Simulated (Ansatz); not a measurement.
# Run report: Mo, geometry relaxation (part 3 of 3)

Mo (2 atoms in the cell); DFT, PBE, PAW with Ansatz's default frozen-core files, scalar-relativistic, no spin polarisation (Ansatz 0.2.0); cutoff 420 eV, 16×16×9 k-mesh, Fermi–Dirac smearing of 0.05 eV. The structure was built on a prototype by a generator; it need not be a known phase. Its volume is 0.91 times that of the source entry. It belongs to a series of runs on one base structure; here: hcp relaxed under pressure, PAW files.

Output, continued
```
--- Per-component energies (eV) ---
  E_band       = -54.142467
  E_kinetic    = 891.596860
  E_local      = -1467.339188  (includes V_loc(G=0)·N_el)
  E_nonlocal   = 288.182892
  E_hartree    = 492.486653
  E_xc         = -369.702001
  E_vxc        = -461.731167  (∫ρ·V_xc dr)
  E_paw        = -6403.881139  (= ΣΔE_a)
  E_vpaw       = -289.825261  (= ΣTr[D̂ρ^β])
  E_aug_tail   = 0.000091  (compensation charges beyond the density's cutoff)
  E_ewald      = -3342.216735
  E_smearing   = -0.019320  (= −TS)
  E_closure    = -0.000000  (closes the sum)
  Σ components = -9910.891888   (vs F -9910.891888, Δ=0.00e0)
--- Forces (eV/Å), atoms counted from 1 ---
  atom   1  Mo     0.00000000    -0.00000000    -0.00000000
  atom   2  Mo     0.00000000     0.00000000     0.00000000
  max |Σ_I F_I| component: 4.63e-18 eV/Å
--- Stress (GPa, compression-positive) ---
       31.000543       0.000000       0.000000
       -0.000000      31.000543      -0.000000
        0.000000      -0.000000      31.008951
  P = ⅓ Tr σ = 31.0033 GPa (310.033 kbar)
--- Band table (eV; the first three rows and the last of 150) ---
  k-point 0: bands = ["-38.1122", "-37.8528", "-12.8934", "-11.3522", "-11.2525", "-11.2525", "-11.0946", "-11.0946", "15.6135", "17.5417", "20.8910", "21.8943", "21.8943", "22.5176", "22.5176", "23.8229", "24.2052", "24.2052"]
  k-point 1: bands = ["-38.1046", "-37.8608", "-12.8501", "-11.4023", "-11.2478", "-11.2478", "-11.0994", "-11.0994", "15.7438", "17.5693", "20.8382", "21.8705", "21.8705", "22.4642", "22.4642", "23.5020", "24.3288", "24.3288"]
  k-point 2: bands = ["-38.0825", "-37.8838", "-12.7241", "-11.5449", "-11.2342", "-11.2342", "-11.1132", "-11.1132", "16.1133", "17.6349", "20.7062", "21.8277", "21.8277", "22.3250", "22.3250", "22.7069", "24.6585", "24.6585"]
  k-point 149: bands = ["-37.6609", "-37.6574", "-12.5930", "-12.5910", "-12.3215", "-12.2609", "-11.6173", "-11.6002", "19.0106", "19.0908", "19.7727", "20.0307", "21.4645", "21.5736", "23.1133", "23.3864", "26.5870", "26.7782"]
--- Relaxed structure (10 steps of the walk, 8 accepted, 1 SCFs on fresh bases) ---
  F+E_penalty+E_count = -9910.89188810 eV   max|allowed force component| = 2.313e-18 eV/Å   (the final SCF, on the basis selected at the relaxed cell)
  cell:  # Å, volume = 28.9565 Å³
    - [2.6745380145693396, -2.8241008751595486e-11, -2.3568806019654437e-32]
    - [-1.3372690072602123, 2.3162178640183635, 1.406853406578243e-32]
    - [-3.985367851988316e-32, 4.2262791689958914e-33, 4.674306799841265]
  atoms:
    - { symbol: Mo, position: [0.3333333333333333, 0.6666666666666666, 0.25] }
    - { symbol: Mo, position: [0.6666666666666666, 0.3333333333333333, 0.75] }
```

File rho_z.tsv
```
# z_ang	rho[e/angstrom^3]
# format = ansatz-planar-average/11
# lattice	2.674538015	-0.000000000	-0.000000000
# lattice	-1.337269007	2.316217864	0.000000000
# lattice	-0.000000000	0.000000000	4.674306800
# sites	2
# site	42	0.000000000	1.544145243	1.168576700
# site	42	1.337269007	0.772072621	3.505730100
0.000000	3.136963e-1
0.146072	3.327623e-1
0.292144	4.044572e-1
0.438216	5.691674e-1
0.584288	8.492920e-1
0.730360	1.204266e0
0.876433	1.538699e0
1.022505	1.761681e0
1.168577	1.837160e0
1.314649	1.761681e0
1.460721	1.538699e0
1.606793	1.204266e0
1.752865	8.492920e-1
1.898937	5.691674e-1
2.045009	4.044572e-1
2.191081	3.327623e-1
2.337153	3.136963e-1
2.483225	3.327623e-1
2.629298	4.044572e-1
2.775370	5.691674e-1
2.921442	8.492920e-1
3.067514	1.204266e0
3.213586	1.538699e0
3.359658	1.761681e0
3.505730	1.837160e0
3.651802	1.761681e0
3.797874	1.538699e0
3.943946	1.204266e0
4.090018	8.492920e-1
4.236091	5.691674e-1
4.382163	4.044572e-1
4.528235	3.327623e-1
```

File v_z.tsv
```
# z_ang	v_es[eV]	v_tot[eV]
# format = ansatz-planar-average/11
# xc	pbe
# density_cutoff_ev	1680
# datasets	Mo=:simpson_from_first_knot:soft
# lattice	2.674538015	-0.000000000	-0.000000000
# lattice	-1.337269007	2.316217864	0.000000000
# lattice	-0.000000000	0.000000000	4.674306800
# sites	2
# site	42	0.000000000	1.544145243	1.168576700
# site	42	1.337269007	0.772072621	3.505730100
0.000000	2.100559e1	1.007325e1
0.146072	2.031379e1	9.280946e0
0.292144	1.804742e1	6.559840e0
0.438216	1.416670e1	1.787365e0
0.584288	9.238659e0	-4.317008e0
0.730360	4.191740e0	-1.057937e1
0.876433	-7.936813e-2	-1.584939e1
1.022505	-2.912699e0	-1.931342e1
1.168577	-3.903031e0	-2.051218e1
1.314649	-2.912699e0	-1.931342e1
1.460721	-7.936813e-2	-1.584939e1
1.606793	4.191740e0	-1.057937e1
1.752865	9.238659e0	-4.317008e0
1.898937	1.416670e1	1.787365e0
2.045009	1.804742e1	6.559840e0
2.191081	2.031379e1	9.280946e0
2.337153	2.100559e1	1.007325e1
2.483225	2.031379e1	9.280946e0
2.629298	1.804742e1	6.559840e0
2.775370	1.416670e1	1.787365e0
2.921442	9.238659e0	-4.317008e0
3.067514	4.191740e0	-1.057937e1
3.213586	-7.936813e-2	-1.584939e1
3.359658	-2.912699e0	-1.931342e1
3.505730	-3.903031e0	-2.051218e1
3.651802	-2.912699e0	-1.931342e1
3.797874	-7.936813e-2	-1.584939e1
3.943946	4.191740e0	-1.057937e1
4.090018	9.238659e0	-4.317008e0
4.236091	1.416670e1	1.787365e0
4.382163	1.804742e1	6.559840e0
4.528235	2.031379e1	9.280946e0
```

Trajectory as extended XYZ (Å, eV, eV/Å), 11 frames, from step=1 to step=11
```
2
Lattice="2.7339 0.0000 0.0000 -1.3669 2.3676 0.0000 0.0000 0.0000 4.4289" Properties=species:S:1:pos:R:3:forces:R:3 step=1 energy=-9910.80294 pressure_GPa=32.52
Mo    0.0000    1.5784    1.1072    0.0000   0.0000   0.0000
Mo    1.3669    0.7892    3.3216    0.0000   0.0000   0.0000
2
Lattice="2.7412 0.0000 0.0000 -1.3706 2.3740 0.0000 0.0000 0.0000 4.4593" Properties=species:S:1:pos:R:3:forces:R:3 step=2 energy=-9910.87041 pressure_GPa=28.30 accepted=F
Mo    0.0000    1.5826    1.1148    0.0000   0.0000   0.0000
Mo    1.3706    0.7913    3.3445    0.0000   0.0000   0.0000
2
Lattice="2.7351 0.0000 0.0000 -1.3675 2.3686 0.0000 0.0000 0.0000 4.4436" Properties=species:S:1:pos:R:3:forces:R:3 step=3 energy=-9910.82738 pressure_GPa=31.07
Mo    0.0000    1.5791    1.1109    0.0000   0.0000   0.0000
Mo    1.3675    0.7895    3.3327    0.0000   0.0000   0.0000
2
Lattice="2.7331 0.0000 0.0000 -1.3666 2.3669 0.0000 0.0000 0.0000 4.4639" Properties=species:S:1:pos:R:3:forces:R:3 step=4 energy=-9910.84554 pressure_GPa=30.09
Mo    0.0000    1.5780    1.1160    0.0000   0.0000   0.0000
Mo    1.3666    0.7890    3.3479    0.0000   0.0000   0.0000
2
Lattice="2.7102 0.0000 0.0000 -1.3551 2.3471 0.0000 0.0000 0.0000 4.6262" Properties=species:S:1:pos:R:3:forces:R:3 step=5 energy=-9910.96435 pressure_GPa=24.81
Mo    0.0000    1.5647    1.1566    0.0000   0.0000   0.0000
Mo    1.3551    0.7824    3.4697    0.0000   0.0000   0.0000
2
Lattice="2.6772 0.0000 0.0000 -1.3386 2.3186 0.0000 0.0000 0.0000 4.8429" Properties=species:S:1:pos:R:3:forces:R:3 step=6 energy=-9911.04539 pressure_GPa=19.60 accepted=F
Mo    0.0000    1.5457    1.2107    0.0000   0.0000   0.0000
Mo    1.3386    0.7729    3.6322    0.0000   0.0000   0.0000
2
Lattice="2.6905 0.0000 0.0000 -1.3452 2.3300 0.0000 0.0000 0.0000 4.6552" Properties=species:S:1:pos:R:3:forces:R:3 step=7 energy=-9910.93141 pressure_GPa=27.99
Mo    0.0000    1.5533    1.1638    0.0000   0.0000   0.0000
Mo    1.3452    0.7767    3.4914    0.0000   0.0000   0.0000
2
Lattice="2.6737 0.0000 0.0000 -1.3369 2.3155 0.0000 0.0000 0.0000 4.6793" Properties=species:S:1:pos:R:3:forces:R:3 step=8 energy=-9910.89444 pressure_GPa=30.87
Mo    0.0000    1.5437    1.1698    0.0000   0.0000   0.0000
Mo    1.3369    0.7718    3.5095    0.0000   0.0000   0.0000
2
Lattice="2.6746 0.0000 0.0000 -1.3373 2.3162 0.0000 0.0000 0.0000 4.6739" Properties=species:S:1:pos:R:3:forces:R:3 step=9 energy=-9910.89141 pressure_GPa=31.02
Mo    0.0000    1.5442    1.1685    0.0000   0.0000   0.0000
Mo    1.3373    0.7721    3.5054    0.0000   0.0000   0.0000
2
Lattice="2.6745 0.0000 0.0000 -1.3373 2.3162 0.0000 0.0000 0.0000 4.6743" Properties=species:S:1:pos:R:3:forces:R:3 step=10 energy=-9910.89178 pressure_GPa=31.00
Mo    0.0000    1.5441    1.1686    0.0000   0.0000   0.0000
Mo    1.3373    0.7721    3.5057    0.0000   0.0000   0.0000
2
Lattice="2.6745 0.0000 0.0000 -1.3373 2.3162 0.0000 0.0000 0.0000 4.6743" Properties=species:S:1:pos:R:3:forces:R:3 step=11 energy=-9910.89189 pressure_GPa=31.00
Mo    0.0000    1.5441    1.1686    0.0000   0.0000   0.0000
Mo    1.3373    0.7721    3.5057    0.0000   0.0000   0.0000
```

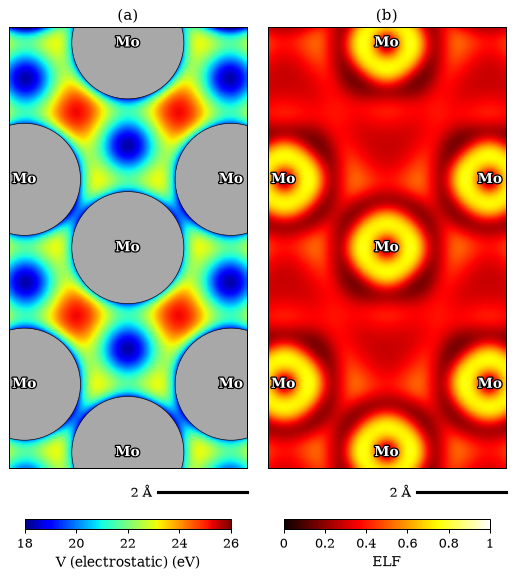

Fig. 1: (a) electrostatic potential (local pseudopotential plus Hartree) felt by an electron; (b) electron localisation function on the (110) plane of the conventional cell. Grey discs, where drawn, cover atomic cores. Atoms in the plane: Mo. Mo–Mo (2.80 Å): the ELF is about 0.30 at the midpoint; no localised pair between them. The strong features right at Mo lie inside the PAW spheres (semicore, d or f shells) and say nothing about bonding. Outside the cores the potential energy rises away from the atoms and is highest about 1.9 Å from the nearest atoms; outside the discs it spans about 7 eV, and its zero is arbitrary. The fields are those of the smooth PAW valence density.

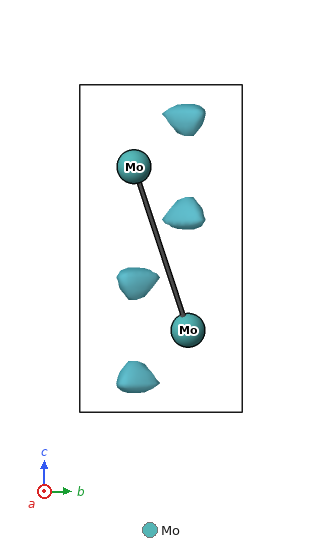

Fig. 2: Isosurface of the electron localisation function at 0.45 (cyan), seen along the a axis. Only the valence region is drawn (cores and ρ < 0.01 e/Å³ removed). Sticks mark near contacts. The outline is the cell set on symmetry axes. Along the contacts the grid gives the following. Mo–Mo (2.67 Å): the ELF is about 0.30 at the midpoint; no shared electron pair. Mo–Mo (2.80 Å): the ELF is about 0.30 at the midpoint (no localised pair between them).

This output came from the following input.

Input
```yaml
crystal:
  lattice:
    - [2.7338639045, 0.0, 0.0]
    - [-1.3669319522, 2.3675955918, 0.0]
    - [0.0, 0.0, 4.4288595253]
  atoms:
    - { symbol: Mo, position: [0.3333333333, 0.6666666667, 0.25] }
    - { symbol: Mo, position: [0.6666666667, 0.3333333333, 0.75] }
kpoints:
  mp_grid: { grid: [16, 16, 9] }
scf:
  occupations: { method: fermi_dirac, width: 0.05 }
hamiltonian:
  xc: pbe
  pseudopotentials: { kind: paw }
output:
  forces: true
  stress: true
  eigenvalues: true
  write_density: true
  write_potential: true
  elf: true
  volumetric_format: npy
relax:
  f_tol: 0.005
  max_steps: 40
  cell: { p_target: 31.0, stress_tol: 0.03 }
```

Launched with:
```bash
ansatz run input.yaml --threads 1 --pin off --max-ram 3584MiB --backend cpu --events-out ev --progress --plain --runs-dir out
```

Summary

```json
{"quantity": "outcome", "value": "converged"}
{"quantity": "space group (tolerance 0.01 Å)", "value": "P6₃/mmc (194)"}
{"quantity": "electrons treated", "value": "28"}
{"quantity": "free energy", "value": "−9910.8919 eV"}
{"quantity": "Fermi energy", "value": "22.730 eV"}
{"quantity": "pressure", "value": "31.00 GPa"}
{"quantity": "final volume", "value": "28.96 Å³"}
{"quantity": "largest force (length of the vector) at the end", "value": "under 0.001 eV/Å"}
{"quantity": "final cell", "value": "a = 2.675 Å, b = 2.675 Å, c = 4.674 Å, α = 90.00°, β = 90.00°, γ = 120.00°"}
{"quantity": "hardware", "value": "1 thread of Arm Neoverse V1, 24 GiB of memory available, shared host"}
{"quantity": "wall time", "value": "53 s"}
{"quantity": "peak memory", "value": "0.35 GiB"}
```

The cell was relaxed to the target pressure of the input; what is minimised is then the enthalpy E + pV.
